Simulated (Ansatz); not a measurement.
# Geometry relaxation of Ti₃Al (part 1 of 2)

Ti₃Al (P6₃/mmc, 8 atoms in the cell), computed with DFT PBEsol, scalar-relativistic, plane waves, PAW, no spin polarisation (Ansatz 0.2.0).

The structure derives from an entry of the Crystallography Open Database. Figures and captions count atoms from 1; the log counts them from 0 in places.

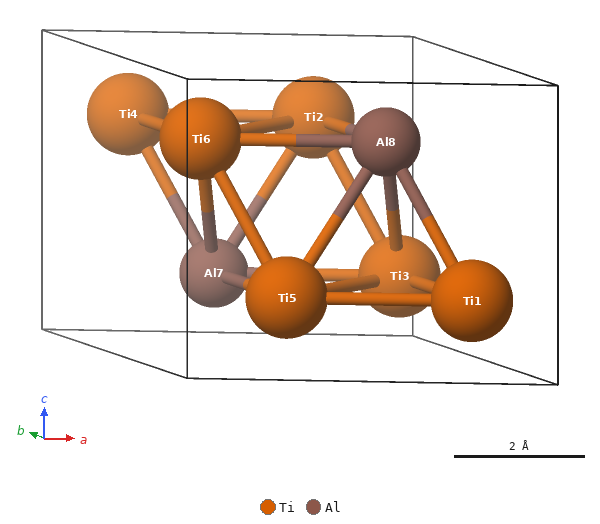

The structure as given in the input (ball-and-stick view of the cell of the calculation, seen slightly off an axis; atoms are numbered from 1 in the order of the input). An atom can appear more than once, as a periodic image. Near neighbours in the periodic cell (some may lie outside the picture): Ti has 4 Al at 2.86 to 2.88 Å and 8 Ti at 2.86 to 2.88 Å; Al has 12 Ti at 2.86 to 2.88 Å.

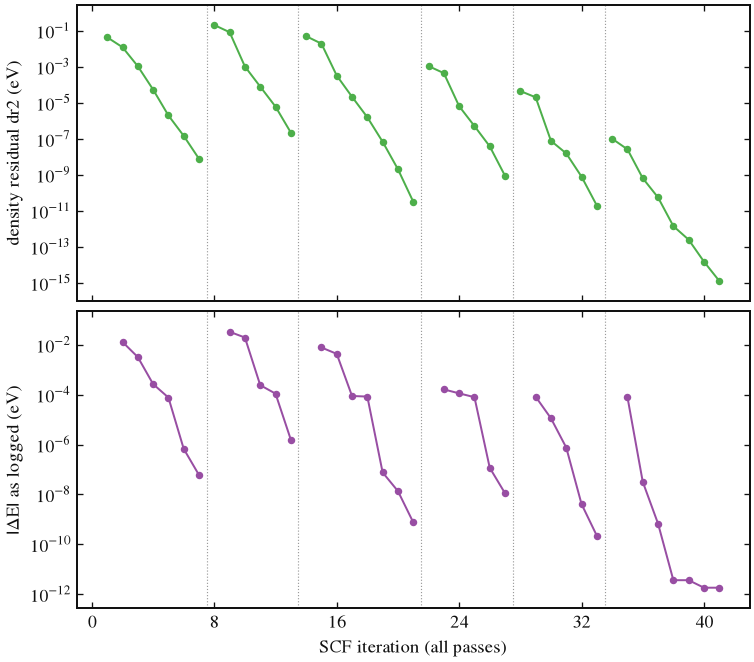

Convergence of the self-consistent field: density residual dr2 and size of the energy change against the SCF iteration. The dotted lines part the SCF passes of the relaxation: geometry steps, rejected trials and re-solves on a re-selected basis. The 6 passes take 6 to 8 iterations each, 41 in all.

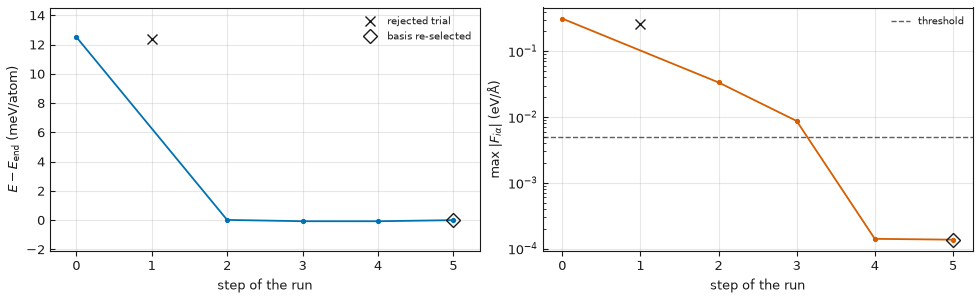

Progress of the relaxation, step by step (the first geometry is step 0 here and step 1 in the log).

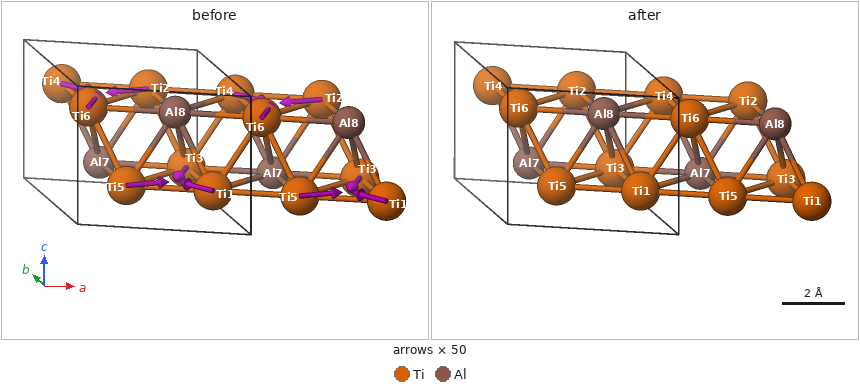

Before (left) and after (right) the relaxation, at one scale (ball-and-stick view of the cell of the calculation, repeated 2 × 1 × 1, seen slightly off an axis). The pink arrows give the displacements (without the part carried along by the change of the cell), magnified 50 times. The largest moves relative to the cell, 0.029 Å, are those of Ti1, Ti2, Ti3, Ti4, Ti5 and Ti6. Al stays in place. Cell: a = b 5.764 → 5.688 Å (−1.3 %), c 4.664 → 4.608 Å (−1.2 %). Volume −3.8 %. Among the contacts that change: Ti1–Ti3 2.881 → 2.792 Å, Ti1–Al8 2.865 → 2.812 Å, Ti1–Al7 2.882 → 2.844 Å, Ti1–Ti2 2.865 → 2.846 Å. The space group stays P6_3/mmc (No. 194). After 4 geometry steps the energy has fallen by 12.6 meV per atom. The largest force component goes from 0.31 to 0.00014 eV/Å. The pressure goes from −4.28 to 0.00 GPa. The line search rejected the trial step at point 1 (counted from 0) and went back. A last SCF at the same geometry on a re-selected plane-wave basis shifts the energy by +0.1 meV per atom. (Atoms are counted from 1 in the order of the input.)

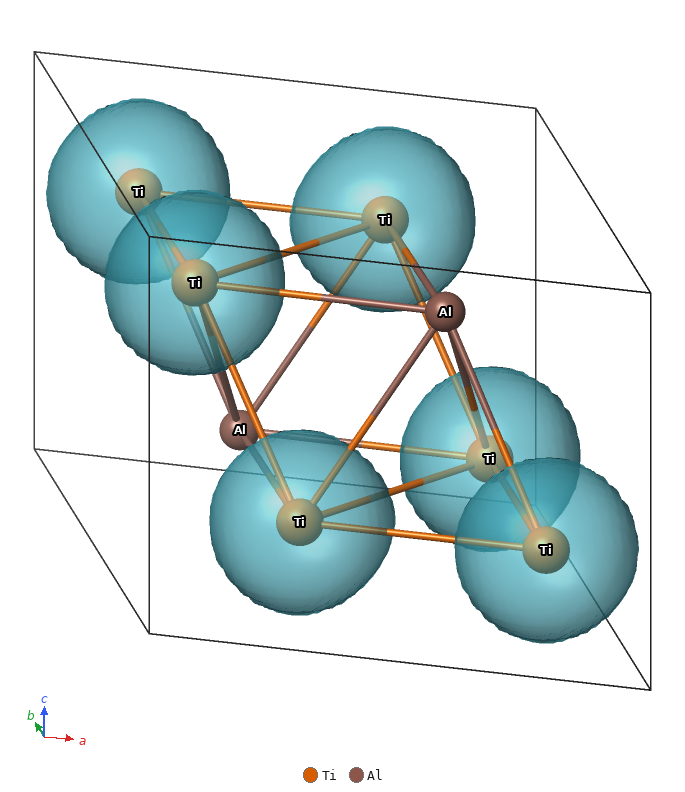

Isosurface of the valence pseudo-density at 0.4 e/Å³ (cyan), seen at an oblique angle. Sticks mark near contacts. The outline is the cell set on symmetry axes. At this value the density breaks into separate islands; it holds about 70 % of the electrons treated as valence (semicore included). It is pinched off along the Ti–Ti (2.79 Å), Ti–Al (2.81 Å), Ti–Ti (2.85 Å) and Ti–Ti (2.90 Å) contacts. On the grid the lowest density along these lines, outside the cores, is 0.23 e/Å³ (Ti–Ti, 2.79 Å), 0.21 e/Å³ (Ti–Al, 2.81 Å), 0.2 e/Å³ (Ti–Ti, 2.85 Å) and 0.2 e/Å³ (Ti–Ti, 2.90 Å). In a PAW calculation such maps are meaningful between the atoms, not at the nuclei.

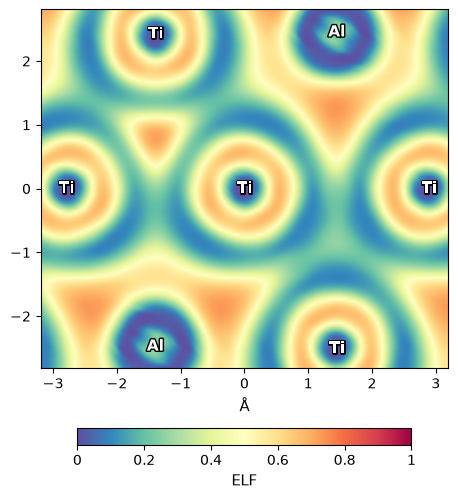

Electron localisation function on the (001) plane of the conventional cell. Atoms in the plane: Ti and Al. Ti–Ti (2.79 Å): the ELF is about 0.25 at the midpoint; no localised pair between them. Ti–Ti (2.90 Å): the ELF is about 0.25 at the midpoint; no localised pair between them. The strong features right at Ti lie inside the PAW spheres (semicore, d or f shells) and say nothing about bonding.

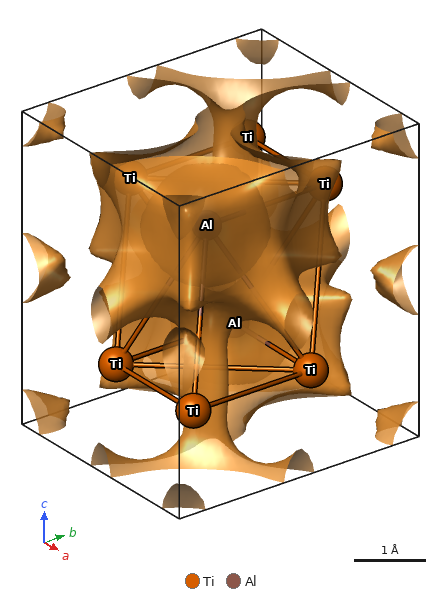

Isosurface of the electron localisation function at 0.55 (orange), seen slightly off an axis. Core shells and regions of very low density are left out. Sticks mark near contacts. The outline is the cell set on symmetry axes. Values along the shortest contacts: Ti–Ti (2.79 Å): the ELF is about 0.25 at the midpoint; no shared electron pair. Ti–Al (2.81 Å): the ELF is about 0.35 at the midpoint, which marks metallic bonding.

The input and output of the run follow.

Input file:
```yaml
crystal:
  lattice:
    - [5.7639998149, 0.0, 0.0]
    - [-2.8819999075, 4.9917702671, 0.0]
    - [0.0, 0.0, 4.664]
  atoms:
    - { symbol: Ti, position: [0.8333, 0.1667, 0.25] }
    - { symbol: Ti, position: [0.6666, 0.8333, 0.75] }
    - { symbol: Ti, position: [0.8333, 0.6666, 0.25] }
    - { symbol: Ti, position: [0.1667, 0.8333, 0.75] }
    - { symbol: Ti, position: [0.3334, 0.1667, 0.25] }
    - { symbol: Ti, position: [0.1667, 0.3334, 0.75] }
    - { symbol: Al, position: [0.3333333333, 0.6666666667, 0.25] }
    - { symbol: Al, position: [0.6666666667, 0.3333333333, 0.75] }
basis:
  ecutwfc: 420
kpoints:
  mp_grid: { grid: [6, 6, 8] }
hamiltonian:
  xc: pbesol
scf:
  occupations: { method: gaussian, width: 0.1 }
output:
  forces: true
  stress: true
  eigenvalues: true
  write_density: true
  write_potential: true
  elf: true
  volumetric_format: npy
relax:
  adjacent_minimum: "off"
  f_tol: 0.005
  max_steps: 80
  cell: { stress_tol: 0.05 }
```

Command:
```bash
ansatz run input.yaml --threads 2 --pin off --max-ram 5120MiB --backend cpu --events-out ev --progress --plain --runs-dir out
```

Log:
```
Engine: ansatz 0.2.0, x86_64-unknown-linux-gnu
Pseudopotentials: kind: paw
Pseudopotential: Ti, paw, valence charge 12, recommended cutoff 420 eV (normal), Ti.paw.azcp
Pseudopotential: Al, paw, valence charge 3, recommended cutoff 420 eV (normal), Al.paw.azcp
Functional definition: PBEsol
  exchange = pbesol_x
  correlation = pbesol_c
Crystal: 8 atoms, lattice volume = 134.195 Å³
Basis set: ecut = 420 eV, 2667 PW (Γ), exchange–correlation on 80×80×64 points (8 copies of the dense FFT grid, shifted against one another)
Bands: 47, of which v1, the nominal top of the filled ones, is band 39 counted from 1 (38 counted from 0)
Symmetry: 24 space group operations
Space group: P63/mmc (ITA 194), of the structure as read, at distance tolerance 5.1e-5 Å
k-points: 35 of 288
Non-local potential: Ti, projectors of the file, l = 0: 3, l = 1: 2, l = 2: 3, l = 3: 1
Non-local potential: Al, projectors of the file, l = 0: 2, l = 1: 2, l = 2: 1
PAW form: soft (Blöchl's): semilocal exchange-correlation on the pseudo side does not see the compensation charge
PAW frozen core: Ti, regenerated for the run's functional, and the local potential with it (the file was generated under x = pbe(κ = 0.804, μ = 0.2195149727645171), c = pbe(β = 0.06672455060314922))
PAW frozen core: Al, regenerated for the run's functional, and the local potential with it (the file was generated under x = pbe(κ = 0.804, μ = 0.2195149727645171), c = pbe(β = 0.06672455060314922))
PAW one-centre angular grid: Ti, 590 points (default); XC on 64 Gauss nodes
PAW one-centre angular grid: Al, 110 points (default); XC on 64 Gauss nodes
Initial density: superposition of atomic densities (neutral atoms: chi_scale 0, normalization atom), corrected by the library's trained network
Initial wavefunctions: pseudopotential atomic-orbital guess
Functional: x = pbesol(κ = 0.804, μ = 0.12345679012345678), c = pbesol(β = 0.046)
SCF iter   1: F=—  HF=-15894.690022 eV  |F-HF|=—  |Δ(HF+E_count)|=         —  Δρ=6.76e-3  dr2=4.28e-2  ethr=1.77e-3  ⟨swp⟩=6.6  Hψ=6667  notcnv=0
preconditioner: auto → Kerker (q_TF=auto, 2.492 Å⁻¹)  [metal: Δε(μ)=0.044 eV  Ē_g=2.961 eV  σ=0.100 eV  W_gap=0.24  n_scr=26 (ndim 8)  ℏωp=17.6 eV  f_vac=0.000  D(μ)=4.85/eV (n_scr^D=32)]
SCF iter   2: F=—  HF=-15894.677027 eV  |F-HF|=—  |Δ(HF+E_count)|=   1.30e-2  Δρ=3.28e-3  dr2=1.20e-2  ethr=5.48e-5  ⟨swp⟩=2.6  Hψ=3007  notcnv=0  defer=58
SCF iter   3: F=—  HF=-15894.673805 eV  |F-HF|=—  |Δ(HF+E_count)|=   3.22e-3  Δρ=7.14e-4  dr2=1.06e-3  ethr=1.54e-5  ⟨swp⟩=2.1  Hψ=2082  notcnv=0  defer=58
SCF iter   4: F=—  HF=-15894.673539 eV  |F-HF|=—  |Δ(HF+E_count)|=   2.66e-4  Δρ=1.78e-4  dr2=5.35e-5  ethr=1.36e-6  ⟨swp⟩=2.0  Hψ=2096  notcnv=0  defer=58
SCF iter   5: F=—  HF=-15894.673462 eV  |F-HF|=—  |Δ(HF+E_count)|=   7.67e-5  Δρ=3.78e-5  dr2=1.96e-6  ethr=6.86e-8  ⟨swp⟩=2.9  Hψ=2970  notcnv=0  defer=58
SCF iter   6: F=—  HF=-15894.673461 eV  |F-HF|=—  |Δ(HF+E_count)|=   6.73e-7  Δρ=1.07e-5  dr2=1.45e-7  ethr=2.52e-9  ⟨swp⟩=2.0  Hψ=2117  notcnv=0  defer=58
SCF iter   7: F=-15894.673461 eV  HF=-15894.673461 eV  |F-HF|=6.29e-9  |Δ(HF+E_count)|=   5.99e-8  Δρ=2.58e-6  dr2=7.67e-9  ethr=1.28e-10  ⟨swp⟩=14.0  Hψ=9197  notcnv=0
SCF 1 converged in 7 iterations: F = -15894.673461 eV  dr2 = 7.67e-9
  greatest PAW one-centre occupation: 0.999 electrons in one spin orbital (limit 2), on the Ti atom at site 5 (counted from 0), in its partial waves of l = 0
relax step   1: F+E_penalty+E_count = -15894.67346141 eV  Δ(F+E_penalty+E_count) = +0.000e0 eV  max|allowed force component| = 3.136e-1 eV/Å  Δτ_max = 0.0000 Å  P = -4.281 GPa  Ω = 134.195 Å³  (7 SCF iters, dr2 threshold 1.00e-7 eV, accepted)
Crystal: 8 atoms, lattice volume = 123.887 Å³
Basis set: ecut = 420 eV, 2415 PW (Γ), exchange–correlation on 80×80×64 points (8 copies of the dense FFT grid, shifted against one another)
Initial density: handed on by an earlier stage of this run
Initial wavefunctions: those handed on with the density
iter 1 solved again at ethr=2.58e-4 eV; its pass at ethr=3.10e-3 eV (dr2=2.01e-1 eV) is discarded
SCF iter   1: F=—  HF=-15894.727967 eV  |F-HF|=—  |Δ(HF+E_count)|=         —  Δρ=8.31e-3  dr2=2.05e-1  ethr=2.58e-4  ⟨swp⟩=1.0  Hψ=7864  notcnv=0
preconditioner: auto → Kerker (q_TF=auto, 2.526 Å⁻¹)  [metal: Δε(μ)=0.049 eV  Ē_g=3.158 eV  σ=0.100 eV  W_gap=0.26  n_scr=26 (ndim 8)  ℏωp=18.3 eV  f_vac=0.000  D(μ)=4.08/eV (n_scr^D=26)]
SCF iter   2: F=—  HF=-15894.694775 eV  |F-HF|=—  |Δ(HF+E_count)|=   3.32e-2  Δρ=4.74e-3  dr2=8.19e-2  ethr=2.58e-4  ⟨swp⟩=1.2  Hψ=1659  notcnv=0
SCF iter   3: F=—  HF=-15894.675164 eV  |F-HF|=—  |Δ(HF+E_count)|=   1.96e-2  Δρ=6.27e-4  dr2=1.02e-3  ethr=1.05e-4  ⟨swp⟩=2.0  Hψ=2289  notcnv=0
SCF iter   4: F=—  HF=-15894.674924 eV  |F-HF|=—  |Δ(HF+E_count)|=   2.41e-4  Δρ=2.27e-4  dr2=7.82e-5  ethr=1.31e-6  ⟨swp⟩=2.0  Hψ=2139  notcnv=0
SCF iter   5: F=—  HF=-15894.674813 eV  |F-HF|=—  |Δ(HF+E_count)|=   1.10e-4  Δρ=5.79e-5  dr2=6.05e-6  ethr=1.00e-7  ⟨swp⟩=2.0  Hψ=2099  notcnv=0
SCF iter   6: F=-15894.674812 eV  HF=-15894.674812 eV  |F-HF|=1.57e-7  |Δ(HF+E_count)|=   1.57e-6  Δρ=1.25e-5  dr2=2.20e-7  ethr=1.03e-9  ⟨swp⟩=11.1  Hψ=11157  notcnv=0
SCF 2 converged in 6 iterations: F = -15894.674812 eV  dr2 = 2.20e-7
  Residual-converged pass: ⟨swp⟩=1.0  Hψ=1785  notcnv=0  max |occ|·‖R‖ = 7.0e-9 eV (tolerance 1.0e-8 eV)  dr2=2.20e-7  dr2_onsite=5.52e-8  max |Δocc| = 1.9e-10
  greatest PAW one-centre occupation: 0.999 electrons in one spin orbital (limit 2), on the Ti atom at site 3 (counted from 0), in its partial waves of l = 0
relax step   2: F+E_penalty+E_count = -15894.67481175 eV  Δ(F+E_penalty+E_count) = -1.350e-3 eV  max|allowed force component| = 2.626e-1 eV/Å  Δτ_max = 0.0488 Å  P = +5.468 GPa  Ω = 123.887 Å³  energy of the carried Pulay correction = +1.480e-3 eV  (6 SCF iters, dr2 threshold 8.00e-7 eV, rejected (line search))
Crystal: 8 atoms, lattice volume = 129.464 Å³
Basis set: ecut = 420 eV, 2559 PW (Γ), exchange–correlation on 80×80×64 points (8 copies of the dense FFT grid, shifted against one another)
iter 1 solved again at ethr=6.32e-5 eV; its pass at ethr=3.10e-3 eV (dr2=4.93e-2 eV) is discarded
SCF iter   1: F=—  HF=-15894.785837 eV  |F-HF|=—  |Δ(HF+E_count)|=         —  Δρ=3.93e-3  dr2=4.94e-2  ethr=6.32e-5  ⟨swp⟩=1.1  Hψ=8388  notcnv=0
preconditioner: auto → Kerker (q_TF=auto, 2.507 Å⁻¹)  [metal: Δε(μ)=0.057 eV  Ē_g=3.002 eV  σ=0.100 eV  W_gap=0.31  n_scr=26 (ndim 8)  ℏωp=17.9 eV  f_vac=0.000  D(μ)=4.56/eV (n_scr^D=26)]
SCF iter   2: F=—  HF=-15894.778025 eV  |F-HF|=—  |Δ(HF+E_count)|=   7.81e-3  Δρ=2.22e-3  dr2=1.90e-2  ethr=6.32e-5  ⟨swp⟩=1.2  Hψ=1668  notcnv=0
SCF iter   3: F=—  HF=-15894.773699 eV  |F-HF|=—  |Δ(HF+E_count)|=   4.33e-3  Δρ=3.33e-4  dr2=3.21e-4  ethr=2.43e-5  ⟨swp⟩=2.0  Hψ=2117  notcnv=0
SCF iter   4: F=—  HF=-15894.773610 eV  |F-HF|=—  |Δ(HF+E_count)|=   8.86e-5  Δρ=1.15e-4  dr2=2.13e-5  ethr=4.12e-7  ⟨swp⟩=2.0  Hψ=2163  notcnv=0
SCF iter   5: F=—  HF=-15894.773526 eV  |F-HF|=—  |Δ(HF+E_count)|=   8.41e-5  Δρ=3.10e-5  dr2=1.56e-6  ethr=2.73e-8  ⟨swp⟩=2.0  Hψ=2122  notcnv=0
SCF iter   6: F=—  HF=-15894.773526 eV  |F-HF|=—  |Δ(HF+E_count)|=   7.61e-8  Δρ=7.10e-6  dr2=6.80e-8  ethr=2.00e-9  ⟨swp⟩=2.0  Hψ=2133  notcnv=0
SCF iter   7: F=—  HF=-15894.773526 eV  |F-HF|=—  |Δ(HF+E_count)|=   1.36e-8  Δρ=1.50e-6  dr2=2.04e-9  ethr=8.71e-11  ⟨swp⟩=2.5  Hψ=2650  notcnv=0
SCF iter   8: F=-15894.773526 eV  HF=-15894.773526 eV  |F-HF|=1.64e-11  |Δ(HF+E_count)|=  7.62e-10  Δρ=2.51e-7  dr2=3.21e-11  ethr=1.00e-12  ⟨swp⟩=4.4  Hψ=8632  notcnv=0
SCF 3 converged in 8 iterations: F = -15894.773526 eV  dr2 = 3.21e-11
relax step   3: F+E_penalty+E_count = -15894.77352592 eV  Δ(F+E_penalty+E_count) = -1.001e-1 eV  max|allowed force component| = 3.356e-2 eV/Å  Δτ_max = 0.0271 Å  P = -0.343 GPa  Ω = 129.464 Å³  energy of the carried Pulay correction = +6.650e-4 eV  (8 SCF iters, accepted)
Crystal: 8 atoms, lattice volume = 129.087 Å³
iter 1 solved again at ethr=1.34e-6 eV; its pass at ethr=3.10e-3 eV (dr2=1.05e-3 eV) is discarded
```
